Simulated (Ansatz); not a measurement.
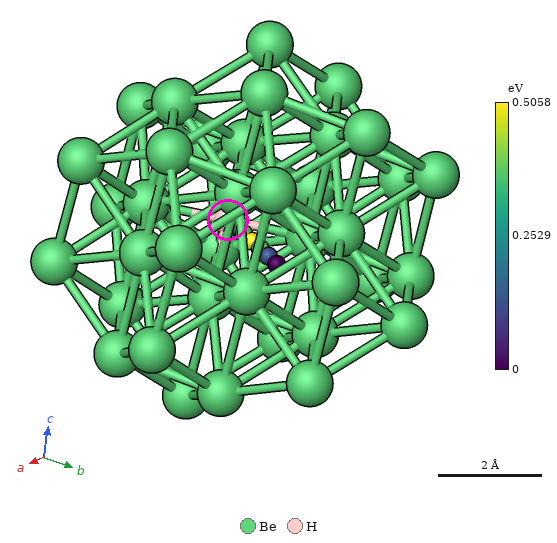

A nudged-elastic-band calculation for a defect cell of composition Be32H (33 atoms in the cell). Images are numbered from 0 (start) to 6 (end). The start is drawn whole; smaller spheres mark the moving atoms (H) in the later images, joined by lines and coloured by the energy of the image relative to the start. Style: ball-and-stick. Shown: the atoms within 3.9 Å of the middle of the path, slightly off an axis. The moving atom is ringed, with any periodic copies. Bonds to atoms that aren't drawn are left out.

Method: DFT PBE, scalar-relativistic, plane waves, PAW (Ansatz 0.2.0). Settings: plane-wave cutoff 420 eV; k-point mesh 4 × 4 × 4; Gaussian smearing 0.1 eV; 5 movable images; climbing image.

**Describe the path and its energy.**

The H atom travels furthest, 1.78 Å from end to end, along [1 1 0], on a straight line. At the highest image its nearest neighbour (Be) is 1.40 Å away, against 1.63 Å at the start, and the surrounding atoms stand up to 0.06 Å off the mean of their end positions. The barrier is about 0.51 eV in both directions, with image 3 at the top; the ends have the same energy. The band converged in 4 iterations, with a climbing image at the top.

Limits of the set-up: the periodic images lie only 7.0 Å apart, so the values are limited by the cell's size.
